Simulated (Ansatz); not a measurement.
**Run report: GaP, geometry relaxation (part 3 of 3)**

Continued. System: GaP (slab, 24 atoms in the cell). Method: DFT PBE+D3(BJ), scalar-relativistic, plane waves, PAW, no spin polarisation (Ansatz 0.2.0); cutoff 420 eV, 3×3×1 k-mesh, Gaussian smearing of 0.05 eV. The structure derives from an entry of the Crystallography Open Database. The input holds or restrains some coordinates. Forces given for the steps count only the free coordinates. It belongs to a series of runs on one base structure; here: clean slab, lower planes held.

Geometry of the input (Å; fractional positions):
```
7.7016  0.0000  0.0000
-3.8508  6.6698  0.0000
0.0000  0.0000  23.0743
P  0.5000  0.0000  0.3467
P  0.5000  0.5000  0.3467
P  0.0000  0.0000  0.3467
P  0.0000  0.5000  0.3467
Ga 0.1667  0.8333  0.3808
Ga 0.1667  0.3333  0.3808
Ga 0.6667  0.8333  0.3808
Ga 0.6667  0.3333  0.3808
P  0.6667  0.8333  0.4830
P  0.6667  0.3333  0.4830
P  0.1667  0.8333  0.4830
P  0.1667  0.3333  0.4830
Ga 0.3333  0.6667  0.5170
Ga 0.3333  0.1667  0.5170
Ga 0.8333  0.6667  0.5170
Ga 0.8333  0.1667  0.5170
P  0.8333  0.6667  0.6192
P  0.8333  0.1667  0.6192
P  0.3333  0.6667  0.6192
P  0.3333  0.1667  0.6192
Ga 0.5000  0.5000  0.6533
Ga 0.5000  0.0000  0.6533
Ga 0.0000  0.5000  0.6533
Ga 0.0000  0.0000  0.6533
```

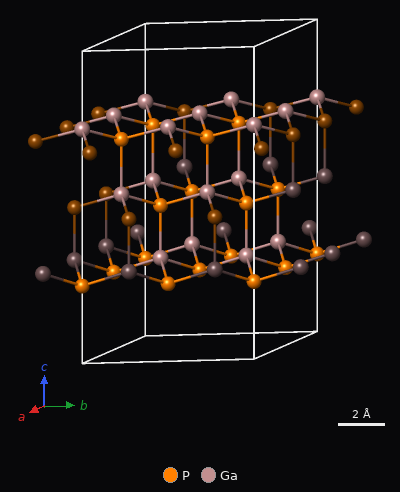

**Figure 1.** The geometry at step 3 of the log (ball-and-stick view of the cell of the calculation, with the vacuum cut short, seen slightly off an axis; neighbours outside the cell are drawn fainter).

**Output, continued**
```
  k-point 2: bands = ["-15.5300", "-15.5197", "-15.5197", "-15.5197", "-15.4378", "-15.4378", "-15.4378", "-15.4266", "-15.4243", "-15.4243", "-15.4243", "-15.4239", "-15.3679", "-15.3679", "-15.3679", "-15.3643", "-15.3442", "-15.3442", "-15.3442", "-15.3402", "-14.9273", "-14.9262", "-14.9262", "-14.9262", "-14.8613", "-14.8613", "-14.8613", "-14.8608", "-14.8301", "-14.8288", "-14.8288", "-14.8288", "-14.7755", "-14.7755", "-14.7755", "-14.7711", "-14.7544", "-14.7544", "-14.7544", "-14.7517", "-13.8900", "-13.8900", "-13.8900", "-13.8642", "-13.8483", "-13.8249", "-13.8249", "-13.8249", "-13.7857", "-13.7836", "-13.7836", "-13.7836", "-13.7308", "-13.7308", "-13.7308", "-13.7260", "-13.7102", "-13.7102", "-13.7102", "-13.7076", "-11.8939", "-11.8939", "-11.8939", "-10.9891", "-10.9891", "-10.9891", "-10.6025", "-9.9491", "-9.4443", "-9.4443", "-9.4443", "-8.3464", "-7.3564", "-6.7654", "-6.0910", "-6.0910", "-6.0910", "-5.6562", "-5.2153", "-5.2153", "-5.2153", "-4.7721", "-4.1000", "-4.0350", "-4.0350", "-4.0350", "-3.5010", "-3.5010", "-3.5010", "-3.1698", "-3.0988", "-3.0988", "-3.0988", "-2.4463", "-2.4414", "-2.4414", "-2.4414", "-2.0520", "-1.9715", "-1.9715", "-1.9715", "-1.0398", "-1.0398", "-1.0398", "-0.1008", "0.0428", "0.0428", "0.0428", "0.4022", "0.6504", "0.6504", "0.6504", "2.8382", "2.9156", "2.9156", "2.9156", "3.2825", "3.3648", "3.3648", "3.3648", "3.7180", "3.7180", "3.7180", "4.1632", "4.1632", "4.1632", "4.2280", "4.2280", "4.2280", "4.5391", "4.7442", "4.7442"]
--- Relaxed structure (4 steps of the walk, 4 accepted, 0 SCFs on fresh bases) ---
  F+E_penalty+E_count = -54471.87878265 eV   max|allowed force component| = 1.299e-2 eV/Å
  atoms:
    - { symbol: P, position: [0.5, 0.0, 0.3467053708] }
    - { symbol: P, position: [0.5, 0.5, 0.3467053708] }
    - { symbol: P, position: [0.0, 0.0, 0.3467053708] }
    - { symbol: P, position: [0.0, 0.5, 0.3467053708] }
    - { symbol: Ga, position: [0.16666666666666669, 0.8333333333333335, 0.38077084389999993] }
    - { symbol: Ga, position: [0.16666666666666669, 0.3333333333333334, 0.38077084389999993] }
    - { symbol: Ga, position: [0.6666666666666666, 0.8333333333333335, 0.38077084389999993] }
    - { symbol: Ga, position: [0.6666666666666666, 0.3333333333333334, 0.38077084389999993] }
    - { symbol: P, position: [0.6666666666666666, 0.8333333333333335, 0.48296726339999996] }
    - { symbol: P, position: [0.6666666666666666, 0.3333333333333334, 0.48296726339999996] }
    - { symbol: P, position: [0.16666666666666669, 0.8333333333333335, 0.48296726339999996] }
    - { symbol: P, position: [0.16666666666666669, 0.3333333333333334, 0.48296726339999996] }
    - { symbol: Ga, position: [0.3333333333333334, 0.6666666666666667, 0.5143496047586215] }
    - { symbol: Ga, position: [0.33333333333333337, 0.16666666666666669, 0.5143496047586215] }
    - { symbol: Ga, position: [0.8333333333333335, 0.6666666666666667, 0.5143496047586215] }
    - { symbol: Ga, position: [0.8333333333333335, 0.16666666666666669, 0.5143496047586215] }
    - { symbol: P, position: [0.8333333333333335, 0.6666666666666667, 0.6218732248943882] }
    - { symbol: P, position: [0.8333333333333335, 0.16666666666666669, 0.6218732248943882] }
    - { symbol: P, position: [0.3333333333333334, 0.6666666666666667, 0.6218732248943882] }
    - { symbol: P, position: [0.33333333333333337, 0.16666666666666669, 0.6218732248943882] }
    - { symbol: Ga, position: [0.5, 0.5, 0.6511423381122937] }
    - { symbol: Ga, position: [0.5, 4.235081924625214e-34, 0.6511423381122938] }
    - { symbol: Ga, position: [0.0, 0.5, 0.6511423381122938] }
    - { symbol: Ga, position: [-5.14922653449579e-34, -9.625186192330029e-35, 0.6511423381122938] }
```

**Trajectory as extended XYZ (Å, eV, eV/Å), 4 frames, from step=1 to step=4**
```
24
Lattice="7.7016 0.0000 0.0000 -3.8508 6.6698 0.0000 0.0000 0.0000 23.0743" Properties=species:S:1:pos:R:3:forces:R:3 step=1 energy=-54471.66113
P     3.8508    0.0000    8.0000    0.0000   0.0000   0.2214
P     1.9254    3.3349    8.0000    0.0000   0.0000   0.2214
P     0.0000    0.0000    8.0000    0.0000   0.0000   0.2214
P    -1.9254    3.3349    8.0000    0.0000   0.0000   0.2214
Ga   -1.9254    5.5581    8.7860    0.0000   0.0000  -0.7607
Ga    0.0000    2.2233    8.7860    0.0000   0.0000  -0.7607
Ga    1.9254    5.5581    8.7860    0.0000   0.0000  -0.7607
Ga    3.8508    2.2233    8.7860    0.0000   0.0000  -0.7607
P     1.9254    5.5581   11.1442    0.0000   0.0000   0.7341
P     3.8508    2.2233   11.1442    0.0000   0.0000   0.7341
P    -1.9254    5.5581   11.1442    0.0000   0.0000   0.7341
P     0.0000    2.2233   11.1442    0.0000   0.0000   0.7341
Ga    0.0000    4.4465   11.9302    0.0000   0.0000  -0.7377
Ga    1.9254    1.1116   11.9302    0.0000   0.0000  -0.7377
Ga    3.8508    4.4465   11.9302    0.0000   0.0000  -0.7377
Ga    5.7762    1.1116   11.9302    0.0000   0.0000  -0.7377
P     3.8508    4.4465   14.2883    0.0000   0.0000   0.8845
P     5.7762    1.1116   14.2883    0.0000   0.0000   0.8845
P     0.0000    4.4465   14.2883    0.0000   0.0000   0.8845
P     1.9254    1.1116   14.2883    0.0000   0.0000   0.8845
Ga    1.9254    3.3349   15.0743    0.0000   0.0000  -0.3418
Ga    3.8508    0.0000   15.0743    0.0000   0.0000  -0.3418
Ga   -1.9254    3.3349   15.0743    0.0000   0.0000  -0.3418
Ga    0.0000    0.0000   15.0743    0.0000   0.0000  -0.3418
24
Lattice="7.7016 0.0000 0.0000 -3.8508 6.6698 0.0000 0.0000 0.0000 23.0743" Properties=species:S:1:pos:R:3:forces:R:3 step=2 energy=-54471.81558
P     3.8508    0.0000    8.0000    0.0000   0.0000   0.2113
P     1.9254    3.3349    8.0000    0.0000   0.0000   0.2113
P     0.0000    0.0000    8.0000    0.0000   0.0000   0.2113
P    -1.9254    3.3349    8.0000    0.0000   0.0000   0.2113
Ga   -1.9254    5.5581    8.7860    0.0000   0.0000  -0.8008
Ga    0.0000    2.2233    8.7860    0.0000   0.0000  -0.8008
Ga    1.9254    5.5581    8.7860    0.0000   0.0000  -0.8008
Ga    3.8508    2.2233    8.7860    0.0000   0.0000  -0.8008
P     1.9254    5.5581   11.1442    0.0000   0.0000   0.6673
P     3.8508    2.2233   11.1442    0.0000   0.0000   0.6673
P    -1.9254    5.5581   11.1442    0.0000   0.0000   0.6673
P     0.0000    2.2233   11.1442    0.0000   0.0000   0.6673
Ga    0.0000    4.4465   11.8996    0.0000   0.0000  -0.3797
Ga    1.9254    1.1116   11.8996    0.0000   0.0000  -0.3797
Ga    3.8508    4.4465   11.8996    0.0000   0.0000  -0.3797
Ga    5.7762    1.1116   11.8996    0.0000   0.0000  -0.3797
P     3.8508    4.4465   14.3084    0.0000   0.0000   0.4516
P     5.7762    1.1116   14.3084    0.0000   0.0000   0.4516
P     0.0000    4.4465   14.3084    0.0000   0.0000   0.4516
P     1.9254    1.1116   14.3084    0.0000   0.0000   0.4516
Ga    1.9254    3.3349   15.0400    0.0000   0.0000  -0.1493
Ga    3.8508    0.0000   15.0400    0.0000   0.0000  -0.1493
Ga   -1.9254    3.3349   15.0400    0.0000   0.0000  -0.1493
Ga    0.0000    0.0000   15.0400    0.0000   0.0000  -0.1493
24
Lattice="7.7016 0.0000 0.0000 -3.8508 6.6698 0.0000 0.0000 0.0000 23.0743" Properties=species:S:1:pos:R:3:forces:R:3 step=3 energy=-54471.87759
P     3.8508    0.0000    8.0000    0.0000   0.0000   0.2070
P     1.9254    3.3349    8.0000    0.0000   0.0000   0.2070
P     0.0000    0.0000    8.0000    0.0000   0.0000   0.2070
P    -1.9254    3.3349    8.0000    0.0000   0.0000   0.2070
Ga   -1.9254    5.5581    8.7860    0.0000   0.0000  -0.8401
Ga    0.0000    2.2233    8.7860    0.0000   0.0000  -0.8401
Ga    1.9254    5.5581    8.7860    0.0000   0.0000  -0.8401
Ga    3.8508    2.2233    8.7860    0.0000   0.0000  -0.8401
P     1.9254    5.5581   11.1442    0.0000   0.0000   0.6695
P     3.8508    2.2233   11.1442    0.0000   0.0000   0.6695
P    -1.9254    5.5581   11.1442    0.0000   0.0000   0.6695
P     0.0000    2.2233   11.1442    0.0000   0.0000   0.6695
Ga    0.0000    4.4465   11.8785    0.0000   0.0000  -0.0479
Ga    1.9254    1.1116   11.8785    0.0000   0.0000  -0.0479
Ga    3.8508    4.4465   11.8785    0.0000   0.0000  -0.0479
Ga    5.7762    1.1116   11.8785    0.0000   0.0000  -0.0479
P     3.8508    4.4465   14.3570    0.0000   0.0000   0.0485
P     5.7762    1.1116   14.3570    0.0000   0.0000   0.0485
P     0.0000    4.4465   14.3570    0.0000   0.0000   0.0485
P     1.9254    1.1116   14.3570    0.0000   0.0000   0.0485
Ga    1.9254    3.3349   15.0456    0.0000   0.0000  -0.0368
Ga    3.8508    0.0000   15.0456    0.0000   0.0000  -0.0368
Ga   -1.9254    3.3349   15.0456    0.0000   0.0000  -0.0368
Ga    0.0000    0.0000   15.0456    0.0000   0.0000  -0.0368
24
Lattice="7.7016 0.0000 0.0000 -3.8508 6.6698 0.0000 0.0000 0.0000 23.0743" Properties=species:S:1:pos:R:3:forces:R:3 step=4 energy=-54471.87878
P     3.8508    0.0000    8.0000    0.0000   0.0000   0.2040
P     1.9254    3.3349    8.0000    0.0000   0.0000   0.2040
P     0.0000    0.0000    8.0000    0.0000   0.0000   0.2040
P    -1.9254    3.3349    8.0000    0.0000   0.0000   0.2040
Ga   -1.9254    5.5581    8.7860    0.0000   0.0000  -0.8487
Ga    0.0000    2.2233    8.7860    0.0000   0.0000  -0.8487
Ga    1.9254    5.5581    8.7860    0.0000   0.0000  -0.8487
Ga    3.8508    2.2233    8.7860    0.0000   0.0000  -0.8487
P     1.9254    5.5581   11.1442    0.0000   0.0000   0.6275
P     3.8508    2.2233   11.1442    0.0000   0.0000   0.6275
P    -1.9254    5.5581   11.1442    0.0000   0.0000   0.6275
P     0.0000    2.2233   11.1442    0.0000   0.0000   0.6275
Ga    0.0000    4.4465   11.8683    0.0000   0.0000  -0.0061
Ga    1.9254    1.1116   11.8683    0.0000   0.0000  -0.0061
Ga    3.8508    4.4465   11.8683    0.0000   0.0000  -0.0061
Ga    5.7762    1.1116   11.8683    0.0000   0.0000  -0.0061
P     3.8508    4.4465   14.3493    0.0000   0.0000   0.0103
P     5.7762    1.1116   14.3493    0.0000   0.0000   0.0103
P     0.0000    4.4465   14.3493    0.0000   0.0000   0.0103
P     1.9254    1.1116   14.3493    0.0000   0.0000   0.0103
Ga    1.9254    3.3349   15.0247    0.0000   0.0000   0.0130
Ga    3.8508    0.0000   15.0247    0.0000   0.0000   0.0130
Ga   -1.9254    3.3349   15.0247    0.0000   0.0000   0.0130
Ga    0.0000    0.0000   15.0247    0.0000   0.0000   0.0130
```

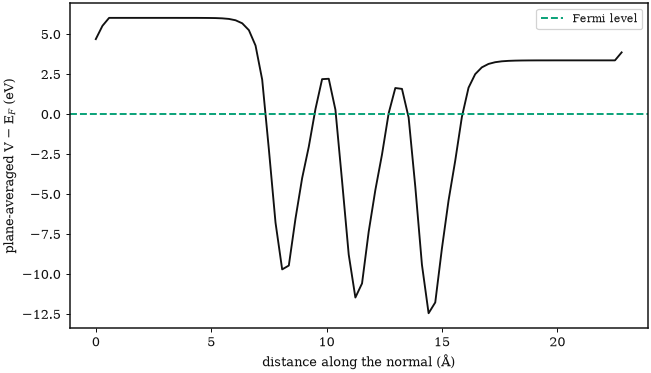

**Figure 2.** Plane average of the electrostatic potential energy of an electron across the cell, from the Fermi level. The vacuum level lies 3.37 eV above the Fermi level on the upper side and 6.02 eV on the lower.

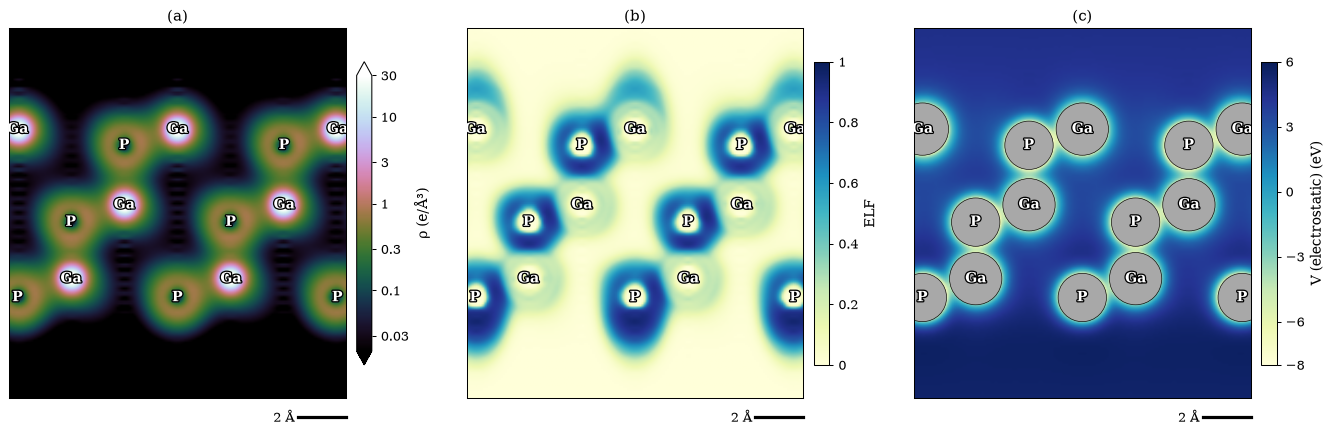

**Figure 3.** (a) valence pseudo-density; (b) electron localisation function; (c) electrostatic potential energy of an electron on the (110) plane of the calculation cell, a cut from vacuum to vacuum. Grey discs, where drawn, cover atomic cores. Ga–P (2.34 Å): ρ is about 0.57 e/Å³ halfway; the ELF is about 0.75 at the midpoint. Ga–P (2.48 Å): ρ at the midpoint is about 0.44 e/Å³, with its minimum of 0.39 e/Å³ about 1.1 Å from Ga; the ELF is about 0.65 at the midpoint. The density dies away to nearly zero in the vacuum. The strong features right at Ga lie inside the PAW spheres (semicore, d or f shells) and say nothing about bonding. In a PAW calculation such maps are meaningful between the atoms, not at the nuclei.

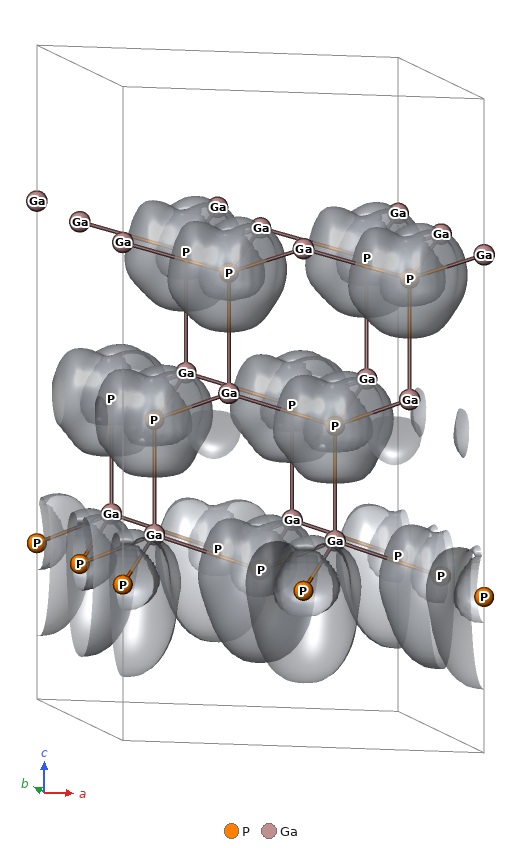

**Figure 4.** Isosurface of the ELF at 0.7 (grey), seen slightly off an axis. Core shells and regions of very low density are left out. Sticks mark near contacts. Along the contacts the grid gives the following. Ga–P (2.32 Å): the ELF is about 0.75 at the midpoint. Ga–P (2.48 Å): the ELF is about 0.65 at the midpoint.

**Summary**

```json
{"quantity": "outcome", "value": "converged under the restraints of the input"}
{"quantity": "electrons treated", "value": "216"}
{"quantity": "free energy", "value": "−54471.8788 eV"}
{"quantity": "work function, top face", "value": "3.37 eV"}
{"quantity": "work function, bottom face", "value": "6.02 eV"}
{"quantity": "Fermi energy", "value": "0.308 eV"}
{"quantity": "gap on the k-point mesh", "value": "none (metallic)"}
{"quantity": "final volume", "value": "1185.27 Å³"}
{"quantity": "work function (upper face)", "value": "3.37 eV"}
{"quantity": "largest force (length of the vector) at the end, held atoms and coordinates included", "value": "0.849 eV/Å"}
{"quantity": "hardware", "value": "4 threads of Arm Neoverse V1, 24 GiB of memory available, shared host"}
{"quantity": "wall time", "value": "73 s (CPU time 4.8 min)"}
{"quantity": "peak memory", "value": "2.2 GiB"}
```

**Notes**

The program warns: the exchange-correlation potential is rough where the density is thin.
